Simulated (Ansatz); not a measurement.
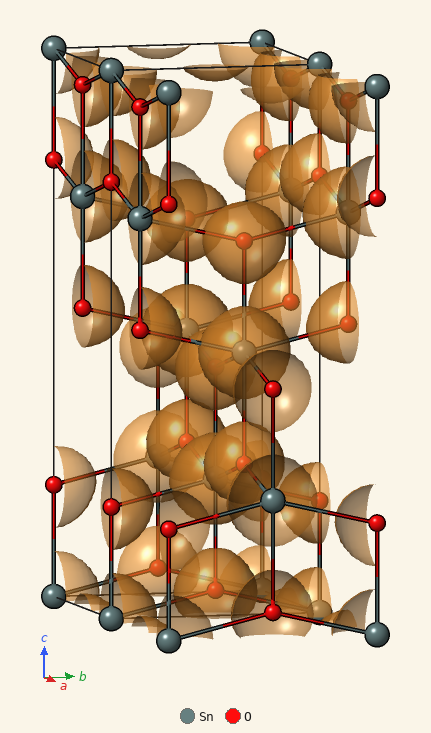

Figure 1: SnO₂. Isosurface of the valence pseudo-density at 1 e/Å³ (orange), seen slightly off an axis. Sticks mark near contacts.

Space group I4₁/amd; a structure from a database of computed crystals, not necessarily the ambient phase; started from the database structure prototype, which need not be the ambient phase; computed pressure about 7 GPa in this cell.

All numbers below come from DFT, PBE, plane waves, PAW (Ansatz 0.2.0).

Core electrons are frozen (PAW), and the valence fields are smoothed inside the atomic spheres.

The calculation's input:

```
crystal:
  lattice:
    - [-1.9996376971, 1.9996376971, 5.1012502017]
    - [1.9996376971, -1.9996376971, 5.1012502017]
    - [1.9996376971, 1.9996376971, -5.1012502017]
  atoms:
    - { symbol: Sn, position: [0.75, 0.25, 0.5] }
    - { symbol: Sn, position: [0.0, 0.0, 0.0] }
    - { symbol: O, position: [0.7963396031, 0.7963396031, 0.0] }
    - { symbol: O, position: [0.9536603969, 0.4536603969, 0.5] }
    - { symbol: O, position: [0.2036603969, 0.2036603969, 0.0] }
    - { symbol: O, position: [0.5463396031, 0.0463396031, 0.5] }
kpoints:
  mp_grid: { grid: [10, 10, 10] }
  band_path:
    path:
      - [[0.0, 0.0, 0.0], [-2.605668440226e-18, 2.605668440226e-18, 0.5], [0.25, 0.25, 0.25], [-5.97707720227e-17, 0.5, 5.97707720227e-17], [0.0, 0.0, 0.0], [0.5, 0.5, -0.5], [0.2884139874067, 0.7115860125933, -0.2884139874067]]
      - [[-0.2884139874067, 0.2884139874067, 0.2884139874067], [0.0, 0.0, 0.0]]
      - [[-2.605668440226e-18, 2.605668440226e-18, 0.5], [-0.07682797481338, 0.07682797481338, 0.5]]
      - [[0.5, 0.5, -0.07682797481338], [0.5, 0.5, -0.5]]
    npoints: 10
hamiltonian:
  xc: pbe
scf:
  occupations: { method: fermi_dirac, width: 0.02 }
  n_extra_bands: 5
output:
  forces: true
  stress: true
  eigenvalues: true
  write_density: true
  write_potential: true
  elf: true
  volumetric_format: npy
```

Command:

```sh
ansatz run input.yaml --threads 4 --pin off --max-ram 5529MiB --backend cpu --events-out ev --progress --plain --runs-dir out
```

Below, planes, directions and counts refer to the conventional cell (a = 4.00 Å, b = 4.00 Å, c = 10.20 Å, α = 90.00°, β = 90.00°, γ = 90.00°).

> How is the density connected at this value?

At this value the density breaks into separate islands; it holds about 70 % of the electrons treated as valence (semicore included). It bridges none of the near contacts. It is pinched off along the sampled Sn–O (2.05 Å) contacts. On the grid the lowest density along these lines, outside the cores, is 0.66 e/Å³ (Sn–O, 2.05 Å).
